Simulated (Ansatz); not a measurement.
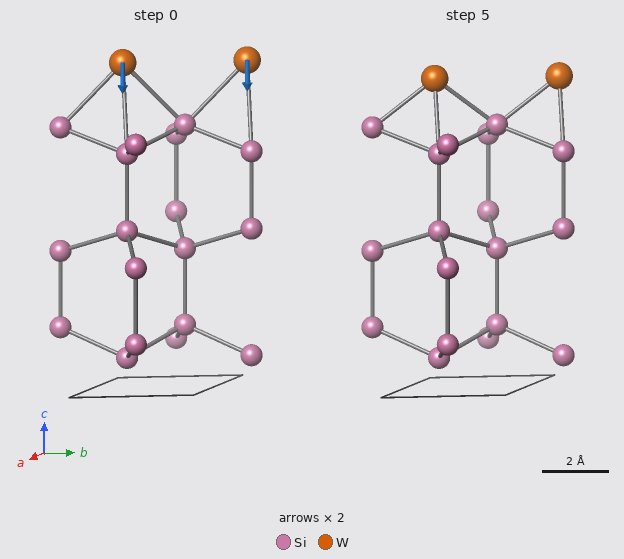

The structure of a slab of composition Si6W (cut from the P6_3/mmc phase) before (left) and after (right) a constrained relaxation, at one scale. The blue arrows give the displacements, magnified 2 times.

A ball-and-stick model of the cell of the calculation, outlined in the plane, without the vacuum, seen slightly off an axis.

Case: W over the place (0/6, 3/6) of the surface cell, its height relaxed. The slab is the (0 0 1) face of Si with W on it. 6 atoms are held fixed.

Computed with Ansatz, DFT PBEsol, scalar-relativistic, plane waves, PAW. Set-up: plane-wave cutoff 420 eV; k-point mesh 9 × 9 × 1; occupations gaussian; smearing width 0.05 eV; collinear spin; dipole correction; atoms relaxed in a fixed cell; force threshold 0.02 eV/Å; at most 25 steps.

> Summarise the run.

The largest move is that of the W atom, 0.49 Å along the normal (−c). Si stays in place. The lattice vectors keep their values. Near-neighbour distances that change, for instance: Si–W 2.853 → 2.408 Å, Si–W 2.738 → 2.412 Å. Bond angles that change, for instance: W–Si–W 88.6° → 104.9°, Si–W–Si 88.6° → 104.9°, Si–Si–W 68.2° → 61.3°. After 4 accepted moves (5 points after the start) the energy has fallen by 0.873 eV per cell of the calculation. The largest force component goes from 1.6 to 0.0098 eV/Å. 1 step only repeated the SCF at the same geometry. The program noted that the starting moments weren't kept.

Limits of the set-up: the periodic images lie only 3.8 Å apart, so the values are limited by the cell's size.
